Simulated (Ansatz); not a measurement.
TlBr

```xyz
2
Lattice="3.4064 0.0000 0.0000 0.0000 3.4064 0.0000 0.0000 0.0000 3.4064" Properties=species:S:1:pos:R:3 pbc="T T T"
Tl    0.0000    0.0000    0.0000
Br    1.7032    1.7032    1.7032
```

Space group Pm-3m; computed pressure about 30 GPa in this cell.

All numbers below come from Ansatz 0.2.0, DFT LDA, scalar-relativistic, plane waves, PAW.

What can the converged valence pseudo-density and electron localisation function tell about the bonding?

Answer. Tl–Br (2.95 Å): ρ at the midpoint is about 0.23 e/Å³; the ELF is about 0.20 at the midpoint; no shared electron pair shows on this line.

Metal or insulator at this level of theory?

Answer. It is gapless in this calculation (a metal or semimetal).

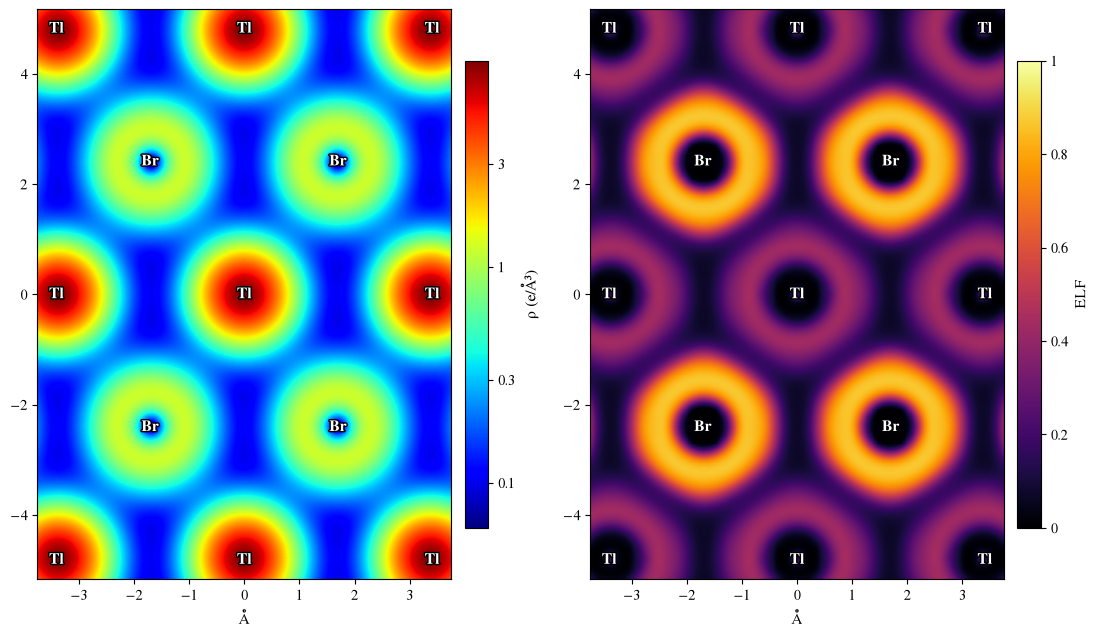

Computed valence pseudo-density and electron localisation function on the (011̄) plane of the conventional cell, in this order. 

Core electrons are frozen (PAW), and the valence fields are smoothed inside the atomic spheres.
